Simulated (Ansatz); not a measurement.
## A series of single points on K

System: K (I4/mmm, 1 atom in the cell).
Method: DFT PBE, scalar-relativistic, plane waves, PAW, no spin polarisation (Ansatz 0.2.0).

The 5 runs differ only in the geometry, by a strain of the cell at fixed fractional positions. Against run 3, the strain is εxx = η and εyy = η. The structure derives from an entry of the Crystallography Open Database.

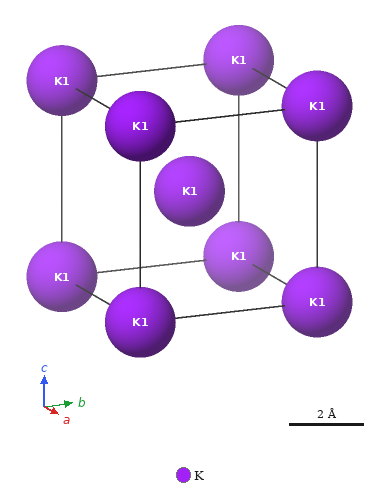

Figure 1. The structure of run 3 (spheres-only view of the cell 2 times as large as that of the calculation, set on its symmetry axes, seen slightly off an axis; atoms are numbered from 1 in the order of the input). An atom can appear more than once, as a periodic image.

## Input of run 3
```yaml
crystal:
  lattice:
    - [-2.618, 2.618, 2.7489]
    - [2.618, -2.618, 2.7489]
    - [2.618, 2.618, -2.7489]
  atoms:
    - { symbol: K, position: [0.0, 0.0, 0.0] }
basis:
  ecutwfc: 420
kpoints:
  mp_grid: { grid: [14, 14, 14] }
hamiltonian:
  xc: pbe
scf:
  occupations: { method: gaussian, width: 0.15 }
output:
  forces: true
  stress: true
  eigenvalues: true
```

Command:
```bash
ansatz run input.yaml --threads 1 --pin off --max-ram 2560MiB --backend cpu --events-out ev --progress --plain --runs-dir out
```

Lattice vectors (Å) and fractional positions of run 3:
```
  -2.618000    2.618000    2.748900
   2.618000   -2.618000    2.748900
   2.618000    2.618000   -2.748900
K   0.000000  0.000000  0.000000
```

Run 2 differs from it as follows:
```diff
-    - [-2.618, 2.618, 2.7489]
-    - [2.618, -2.618, 2.7489]
-    - [2.618, 2.618, -2.7489]
+    - [-2.55255, 2.55255, 2.7489]
+    - [2.55255, -2.55255, 2.7489]
+    - [2.55255, 2.55255, -2.7489]
```

## Results, with one run withheld

```csv
run,strain parameter η (%),"free energy per atom, from the lowest run given (meV)",pressure (GPa)
1,−5.0000,5.86,0.34
2,−2.5000,?,?
3,0.0000,0.00,−0.07
4,2.5000,3.41,−0.22
5,5.0000,10.25,−0.34
```

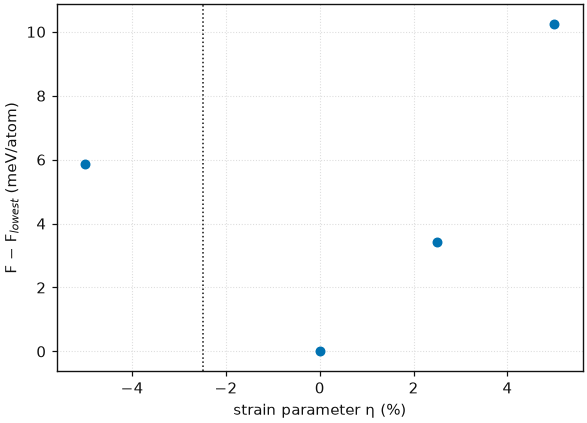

Figure 2. Free energy per atom of the runs given; the dotted line marks run 2.

Estimate the energy of run 2 from the others.

A quadratic polynomial in the coordinate, fitted to the 4 runs given, misses them by at most 0.17 meV per atom. With x = η − 0.6250, it reads F = 0.53433 + 0.84501 x + 0.31785 x² (meV per atom). At run 2 it gives 1.00 meV per atom, and the run itself gives 0.60. The fit has its minimum at η = −0.7043 %.

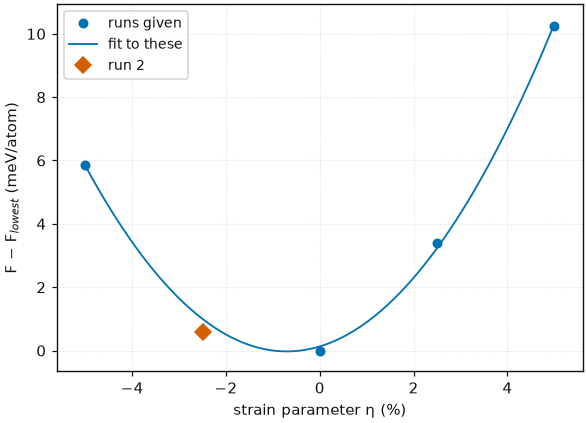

Figure 3. The fit and the withheld run.

## Output, shortened to warnings, some set-up lines, iterations and results (run 2)
```
Basis set: ecut = 420 eV, 1433 PW (Γ), exchange–correlation on 64×64×64 points (8 copies of the dense FFT grid, shifted against one another)
Symmetry: 16 space group operations
k-points: 244 of 2744
Initial density: superposition of atomic densities (neutral atoms: chi_scale 0, normalization atom), corrected by the library's trained network
[...]
SCF iter   1: F=—  HF=-1537.787432 eV  |F-HF|=—  |Δ(HF+E_count)|=         —  Δρ=2.98e-4  dr2=4.37e-5  ethr=1.77e-3  ⟨swp⟩=5.0  Hψ=15871  notcnv=0
SCF iter   2: F=—  HF=-1537.787190 eV  |F-HF|=—  |Δ(HF+E_count)|=   2.42e-4  Δρ=2.41e-4  dr2=4.82e-5  ethr=4.85e-7  ⟨swp⟩=2.1  Hψ=5306  notcnv=0
SCF iter   3: F=—  HF=-1537.787241 eV  |F-HF|=—  |Δ(HF+E_count)|=   5.07e-5  Δρ=9.29e-5  dr2=9.97e-6  ethr=4.85e-7  ⟨swp⟩=2.5  Hψ=3131  notcnv=0
SCF iter   4: F=—  HF=-1537.787255 eV  |F-HF|=—  |Δ(HF+E_count)|=   1.47e-5  Δρ=4.50e-5  dr2=1.59e-6  ethr=1.11e-7  ⟨swp⟩=2.7  Hψ=3251  notcnv=0
SCF iter   5: F=—  HF=-1537.787256 eV  |F-HF|=—  |Δ(HF+E_count)|=   6.51e-7  Δρ=2.21e-5  dr2=3.28e-7  ethr=1.77e-8  ⟨swp⟩=1.6  Hψ=2280  notcnv=0
SCF iter   6: F=-1537.787256 eV  HF=-1537.787256 eV  |F-HF|=1.06e-8  |Δ(HF+E_count)|=   5.49e-8  Δρ=4.81e-6  dr2=2.10e-8  ethr=1.11e-9  ⟨swp⟩=5.4  Hψ=11246  notcnv=0
SCF 1 converged in 6 iterations: F = -1537.787256 eV  dr2 = 2.10e-8
SCF converged after 6 iterations
Free energy (F): -1537.787256 eV
Harris-Foulkes:  -1537.787256 eV  (|F-HF|=1.06e-8)
Internal energy: -1537.778424 eV  (E = F + TS)
E sigma→0 (E₀):  -1537.782840 eV
Entropy (-TS):   -0.008832 eV (-8.832 meV/atom)
Fermi energy:    1.870160 eV
--- Per-component energies (eV) ---
  E_band       = -141.775504
  E_kinetic    = 252.284844
  E_local      = -748.574824  (includes V_loc(G=0)·N_el)
  E_nonlocal   = 12.950090
  E_hartree    = 266.787640
  E_xc         = -133.810716
  E_vxc        = -163.109677  (∫ρ·V_xc dr)
  E_paw        = -781.854406  (= ΣΔE_a)
  E_vpaw       = -28.904844  (= ΣTr[D̂ρ^β])
  E_aug_tail   = -0.000003  (compensation charges beyond the density's cutoff)
  E_ewald      = -405.561049
  E_smearing   = -0.008832  (= −TS)
  E_closure    = -0.000000  (closes the sum)
  Σ components = -1537.787256   (vs F -1537.787256, Δ=0.00e0)
--- Forces (eV/Å), atoms counted from 1 ---
  atom   1  K      0.00000000     0.00000000     0.00000000
  max |Σ_I F_I| component: 4.31e-32 eV/Å
--- Stress (GPa, compression-positive) ---
        0.122615      -0.000000      -0.000000
       -0.000000       0.122615       0.000000
       -0.000000       0.000000       0.094655
  P = ⅓ Tr σ = 0.1133 GPa (1.133 kbar)
```
